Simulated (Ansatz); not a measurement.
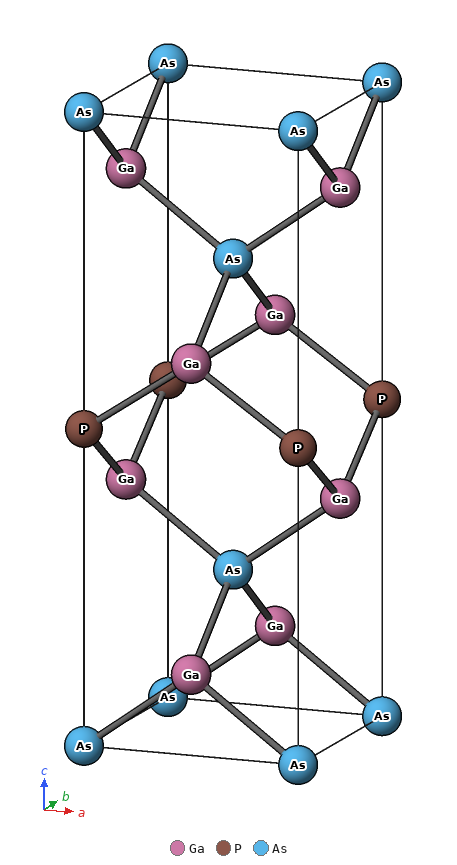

The structure above is drawn in ball-and-stick style and viewed slightly off an axis. Atoms at the boundary of the conventional unit cell (the box) are drawn once for each face, edge or corner they touch. Cell: a = 4.02 Å, b = 4.02 Å, c = 11.37 Å, α = 90.00°, β = 90.00°, γ = 90.00°.

The structure was taken from a structure type filled with these elements by a generator (whether the compound takes this form wasn't checked). Earlier steps of the study may have refined or changed the cell and positions. It was the input of a calculation with Ansatz.

> Notes on the structure:

Formula: Ga$_{4}$As$_{3}$P. Its lattice is primitive tetragonal, its space group P-4m2 (No. 115). It has 8 atoms to the cell (4 Ga, 3 As, 1 P). The neighbours of P are four Ga in a tetrahedral arrangement at about 2.4 Å. Each As atom has four Ga in a tetrahedral arrangement at about 2.5 Å around it. Ga takes two kinds of site: 2g with two P and two As in a tetrahedral arrangement (about 2.4 Å to P, 2.5 Å to As); 2g with four As in a tetrahedral arrangement at about 2.5 Å. The bonds build a three-dimensional framework.

The calculation used DFT PBE, scalar-relativistic, plane waves, PAW in Ansatz, with a kinetic-energy cutoff of 420 eV, a 10×10×4 k-point grid, Gaussian smearing of 0.02 eV, no spin polarisation.

> Classify it as metallic or gapped, with the value.

A semiconductor at this level, with a gap of 0.47 eV, direct.

> What net charge does each kind of atom have (Bader)?

Ga +0.68 to +0.75 e; As -0.68 e; P -0.82 e.

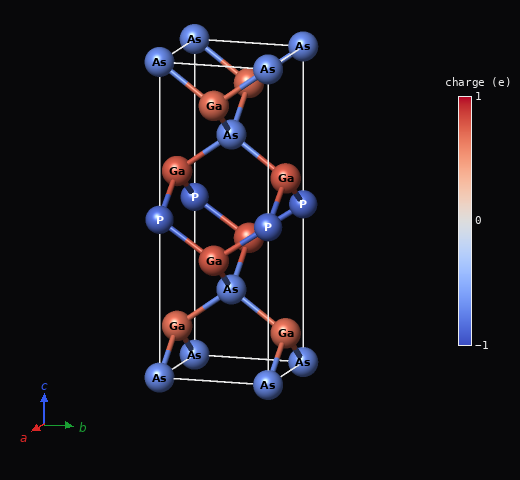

The atoms coloured by those charges. The run's cell of 8 atoms is drawn.

> Has the structure come to rest?

Yes. All forces vanish to within 0.01 eV/Å. The pressure is 0.0 GPa, close to zero.
